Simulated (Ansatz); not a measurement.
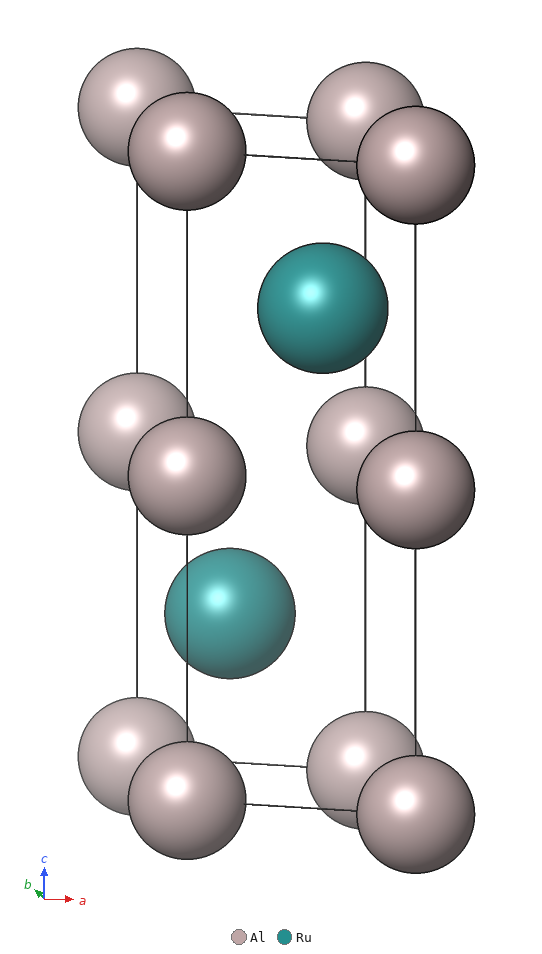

The crystal in a spheres-only representation, seen slightly off an axis. The simulation cell is drawn as a box.

```xyz
4
Lattice="2.8770 0.0000 0.0000 -1.4385 2.4915 0.0000 0.0000 0.0000 7.9095" Properties=species:S:1:pos:R:3 pbc="T T T"
Al   -1.4385    2.4915    3.9548
Al   -1.4385    2.4915    0.0000
Ru    1.4385    0.8305    5.9321
Ru    0.0000    1.6610    1.9774
```

Run with DFT PBE, scalar-relativistic, plane waves, PAW in Ansatz 0.2.0 and these settings: wavefunction cutoff 420 eV, an 18×18×6 mesh of k-points, Gaussian smearing of 0.1 eV, no spin polarisation.

What are the atomic charges by Bader's partition?

Al +1.67 e; Ru -1.67 e.

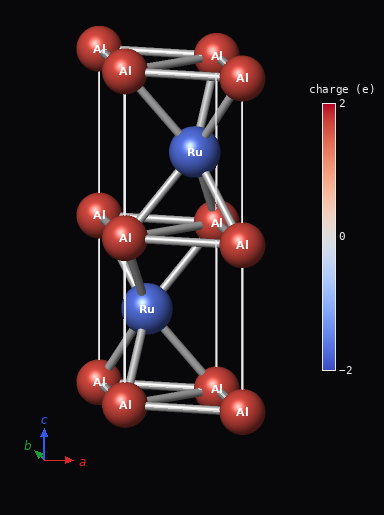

The atoms coloured by those charges.

The structure was taken from a structure type filled with these elements by a generator (whether the compound takes this form wasn't checked). Earlier steps of the study, as a rule a relaxation of our own, may have changed the cell and positions, so they can lie some per cent off the listed ones. It was run through Ansatz as a DFT input.
